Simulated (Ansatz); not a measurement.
```
Pt S
1.0
     3.54320    0.00000    0.00000
    -1.77160    3.06850    0.00000
     0.00000    0.00000    5.03880
Pt S
1 2
Cartesian
  0.0000 0.0000 0.0000
  1.7716 1.0228 3.8950
  0.0000 2.0457 1.1438
```

Space group P-3m1; not relaxed (largest force 1.0 eV/Å); computed pressure about 6 GPa in this cell.

All numbers below come from Kohn-Sham DFT of a periodic cell, PBEsol, spin-orbit coupling, Ansatz PAW (Ansatz).

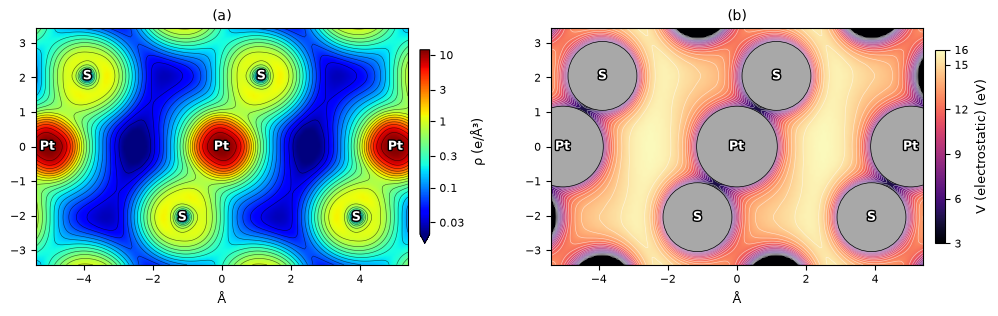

PtS2. (a) valence electron density; (b) electrostatic potential energy of an electron on the (110) plane of the conventional cell. Grey discs cover the atomic cores in the potential map.

Core electrons are frozen (PAW), and the valence fields are smoothed inside the atomic spheres.

> What do the fields say about this system?

Atoms in the plane: Pt and S. Pt–S (2.34 Å): ρ is about 0.73 e/Å³ halfway. Between the atoms the lowest density in this plane is 0.01 e/Å³. Outside the cores the potential energy rises away from the atoms and is highest about 2.4 Å from the nearest atoms; its zero is arbitrary.
